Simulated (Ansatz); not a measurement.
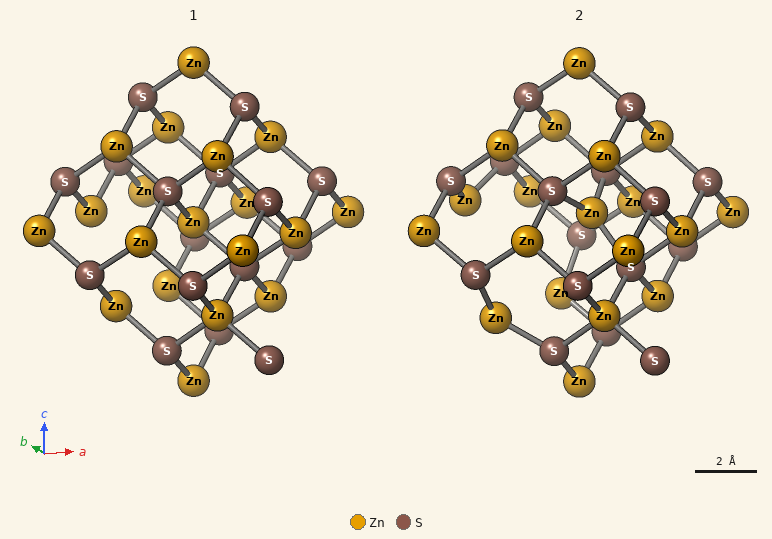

Two geometries of a defect cell of composition Zn32S31 (cell charge +2), drawn at one scale. One is the start of a relaxation, the other its converged end. A ball-and-stick model of the atoms within 5.8 Å of the atom that moves most (axes of the cell of the calculation (origin shifted)), seen slightly off an axis.

All numbers below come from Ansatz, DFT, PBEsol, PAW, plane waves. Set-up: plane-wave cutoff 420 eV; k-point mesh 1 × 1 × 1; mesh shifted by (0.25, 0.25, 0.25); no spin polarisation; atoms relaxed in a fixed cell; force threshold 0.03 eV/Å; at most 80 steps.

Q: Which geometry has the lower energy?

A: Structure 2 is the relaxed one. Over 4 geometry steps the energy falls by 2.021 eV per cell of the calculation. The largest force component goes from 1 to 0.0077 eV/Å. The atom that moves furthest is a Zn atom (0.59 Å along [1 −1 1]). Largest moves by element: Zn 0.59 Å, S 0.06 Å. The lattice vectors keep their values. Some distances before and after: S–Zn 2.353 → 2.238 Å, S–Zn 2.325 → 2.236 Å, S–Zn 2.255 → 2.323 Å, S–Zn 2.283 → 2.347 Å. Among the angles between lasting bonds that change: Zn–S–Zn 110.8° → 94.6°, Zn–S–Zn 110.2° → 94.5°, S–Zn–S 108.0° → 118.8°. Cost: 4.6 s on 1 × NVIDIA GB200 with 8 threads of Arm Neoverse-V2, peak memory 1.9 GiB.

Limits of the set-up: the cell is charged, on a uniform background, and energies carry no finite-size correction.
